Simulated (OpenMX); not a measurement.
# A series of single points on SnO₂

System: SnO₂ (P4₂/mnm, 6 atoms in the cell).
Method: Kohn-Sham DFT of a periodic cell, LDA, OpenMX 2013 LDA set, no spin polarisation (OpenMX 3.8.5).

The 7 runs differ only in the geometry, by an even scaling of the cell at fixed fractional positions. The structure derives from an entry of the Crystallography Open Database.

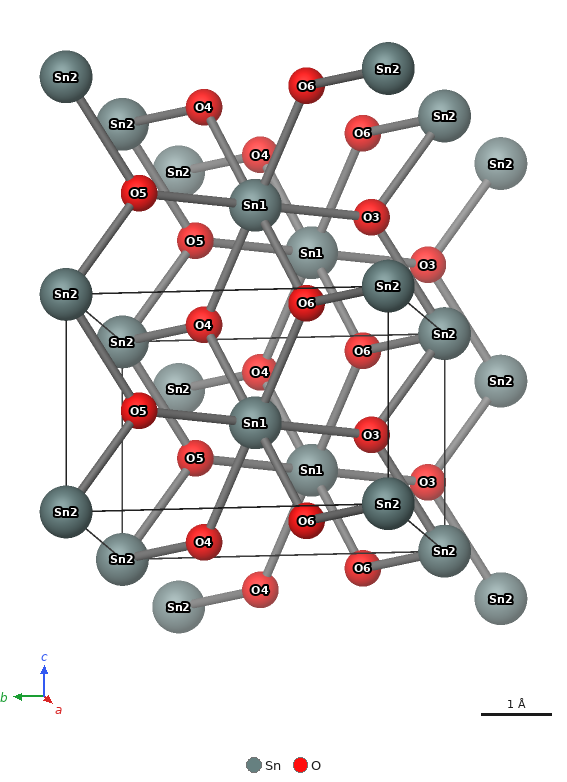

Figure 1. The structure of run 4 (ball-and-stick view of the cell of the calculation, repeated 2 × 1 × 2, seen at an oblique angle; atoms are numbered from 1 in the order of the input). An atom can appear more than once, as a periodic image.

## Input of run 4
```
System.CurrrentDirectory             ./
System.Name                          SnO2
DATA.PATH                            ./DFT_DATA13
level.of.stdout                      1
level.of.fileout                     1
Species.Number                       2
<Definition.of.Atomic.Species
  Sn  Sn7.0-s3p2d2           Sn_CA13
  O   O6.0-s2p2d1            O_CA13
Definition.of.Atomic.Species>

Atoms.Number                         6
Atoms.SpeciesAndCoordinates.Unit     FRAC
<Atoms.SpeciesAndCoordinates
    1  Sn    0.5000000000    0.5000000000    0.5000000000   7.000  7.000
    2  Sn    0.0000000000    0.0000000000    0.0000000000   7.000  7.000
    3  O     0.8071000000    0.1929000000    0.5000000000   3.000  3.000
    4  O     0.6929000000    0.6929000000    0.0000000000   3.000  3.000
    5  O     0.1929000000    0.8071000000    0.5000000000   3.000  3.000
    6  O     0.3071000000    0.3071000000    0.0000000000   3.000  3.000
Atoms.SpeciesAndCoordinates>

Atoms.UnitVectors.Unit               Ang
<Atoms.UnitVectors
     4.7380000000    0.0000000000    0.0000000000
     0.0000000000    4.7380000000    0.0000000000
     0.0000000000    0.0000000000    3.1865000000
Atoms.UnitVectors>

scf.XcType                           LDA
scf.SpinPolarization                 off
scf.ElectronicTemperature            580.226
scf.energycutoff                     500.0
scf.maxIter                          100
scf.EigenvalueSolver                 band
scf.Kgrid                            7 7 9
scf.Mixing.Type                      rmm-diisk
scf.Init.Mixing.Weight               0.05
scf.Min.Mixing.Weight                0.001
scf.Max.Mixing.Weight                0.3
scf.Mixing.History                   25
scf.Mixing.StartPulay                8
scf.criterion                        1.0e-8
scf.stress.tensor                    on
MD.Type                              nomd
Band.dispersion                      on
Band.Nkpath                          9
<Band.kpath
   11   0.000000  0.000000  0.000000    0.000000  0.500000  0.000000  G X
   11   0.000000  0.500000  0.000000    0.500000  0.500000  0.000000  X M
   15   0.500000  0.500000  0.000000    0.000000  0.000000  0.000000  M G
   16   0.000000  0.000000  0.000000    0.000000  0.000000  0.500000  G Z
   11   0.000000  0.000000  0.500000    0.000000  0.500000  0.500000  Z R
   11   0.000000  0.500000  0.500000    0.500000  0.500000  0.500000  R A
   15   0.500000  0.500000  0.500000    0.000000  0.000000  0.500000  A Z
   16   0.000000  0.500000  0.000000    0.000000  0.500000  0.500000  X R
   16   0.500000  0.500000  0.000000    0.500000  0.500000  0.500000  M A
Band.kpath>
```

Command:
```bash
openmx SnO2.dat -nt 1 > SnO2.std
```

Run 5 has the same physical settings and fractional positions; its lattice vectors (Å) are:
```
   4.769378    0.000000    0.000000
   0.000000    4.769378    0.000000
   0.000000    0.000000    3.207603
```

## Results, with one run withheld

| run | volume per atom (Å³) | free energy per atom, from the lowest run given (meV) | gap on the mesh (eV) |
| --- | --- | --- | --- |
| 1 | 11.207 | 72.12 | 0.09 |
| 2 | 11.445 | 41.96 | 0.05 |
| 3 | 11.684 | 20.81 | 0.10 |
| 4 | 11.922 | 7.42 | 0.22 |
| 5 | 12.161 | ? | ? |
| 6 | 12.399 | 0.00 | 0.61 |
| 7 | 12.637 | 4.62 | 0.39 |

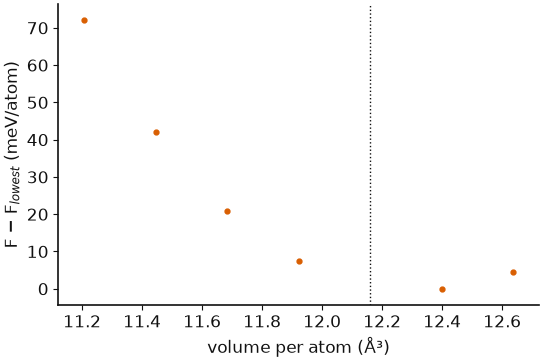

Figure 2. Free energy per atom of the runs given; the dotted line marks run 5.

Fit the runs given and predict run 5.

A cubic polynomial in V^(−2/3) (the Birch–Murnaghan form), fitted to the 6 runs given, misses them by at most 0.08 meV per atom. With x = V^(−2/3) − 0.19223 Å⁻², it reads F = 9.9269 + 4478.5 x + 5.001e+05 x² + 2.4379e+06 x³ (meV per atom). At run 5 it gives 0.73 meV per atom, and the run itself gives 0.75. The fit has its minimum at 12.307 Å³ per atom, where V d²F/dV² gives 190 GPa. Cell shape and fractional positions are held, so this is the stiffness under even scaling; the relaxed bulk modulus wasn't computed. The gap on the mesh lies between 0.05 eV (run 2) and 0.61 eV (run 6); run 5 has 0.45 eV. These are gaps of this functional on this mesh, which can miss the band edges; they aren't the measured gap.

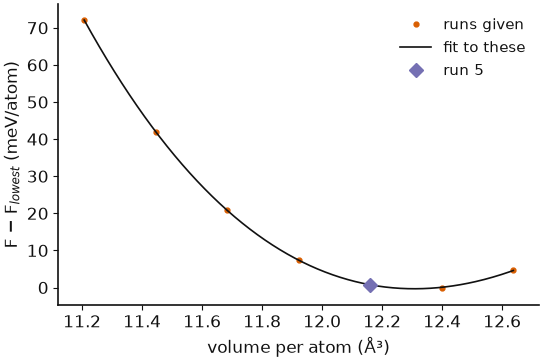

Figure 3. The fit and the withheld run.

## Some lines of the output (run 5)
```
[...]
  Cell_Volume =    492.380352227806 (Bohr^3)
        Total energy (Hartree) at MD = 1
   kloop=0
   kloop=1
   kloop=220
```

Notes: Points of doubt noted for this run: few d functions beyond semicore. With a small basis of atomic orbitals these values can differ much from converged plane-wave results.
